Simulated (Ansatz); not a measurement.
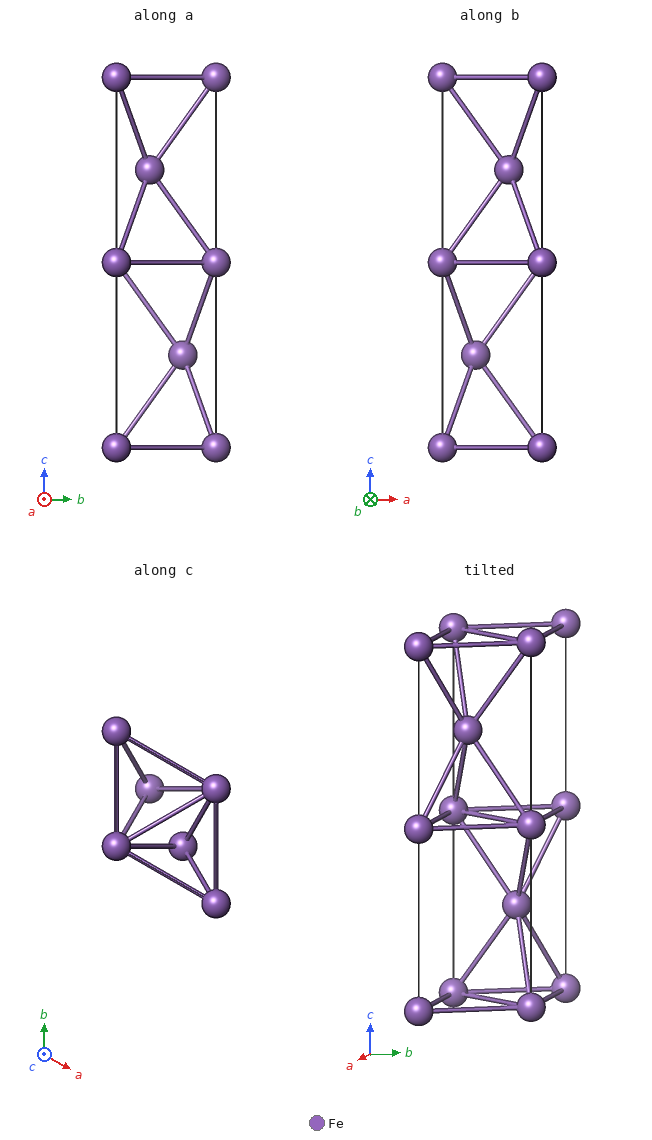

Structure drawing (ball-and-stick), viewed along the a axis, along the b axis, along the c axis and slightly off an axis. Lines trace the edges of the conventional unit cell.

Lattice parameters: a = 2.4554 Å, b = 2.4554 Å, c = 7.9080 Å, α = 90.000°, β = 90.000°, γ = 120.000°.

Set out the cell and atoms as a CIF in P1 with every atom of the cell.

```cif
data_structure
_symmetry_space_group_name_H-M 'P 1'
_symmetry_Int_Tables_number 1
_cell_length_a 2.4554
_cell_length_b 2.4554
_cell_length_c 7.9080
_cell_angle_alpha 90.000
_cell_angle_beta 90.000
_cell_angle_gamma 120.000
_cell_volume 41.29
loop_
_atom_site_label
_atom_site_type_symbol
_atom_site_fract_x
_atom_site_fract_y
_atom_site_fract_z
_atom_site_occupancy
Fe1 Fe 0.0000 0.0000 0.0000 1
Fe2 Fe 0.0000 0.0000 0.5000 1
Fe3 Fe 0.3333 0.6667 0.2500 1
Fe4 Fe 0.6667 0.3333 0.7500 1
```

The model was built from a structure type filled with this element by a generator (whether the element takes this form wasn't checked). Earlier steps of the study may have refined or changed the cell and positions. It was run through Ansatz as a DFT input.

At this level of theory the cell isn't at rest (stretched, at -11 GPa), so its distances can differ from those at equilibrium, the more so the softer the solid.
